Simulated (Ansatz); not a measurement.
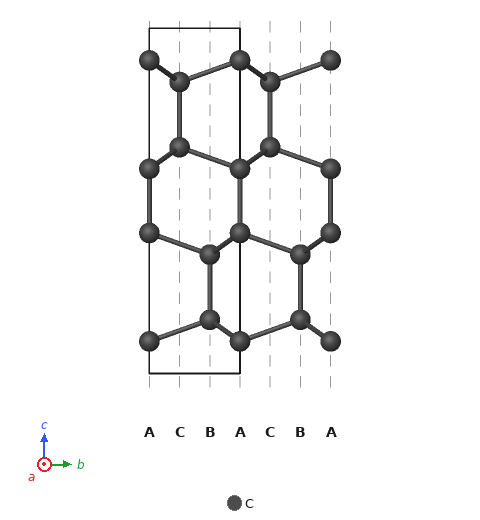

The picture looks along a close-packed row of the hexagonal mesh; c points upwards. The dashed lines mark the three columns A (0, 0), B (1/3, 2/3) and C (2/3, 1/3). The sequence starts with the first layer at or above the cell's origin.

C: the geometry relaxed with DFT, PBEsol, plane waves, PAW in Ansatz; the starting structure was generated, so it need not be a known form of this composition.

Question: List the layers of one repeat.

Answer: C(A) – C(B) – C(B) – C(A) – C(A) – C(C) – C(C) – C(A) (eight layers in 8.26 Å).
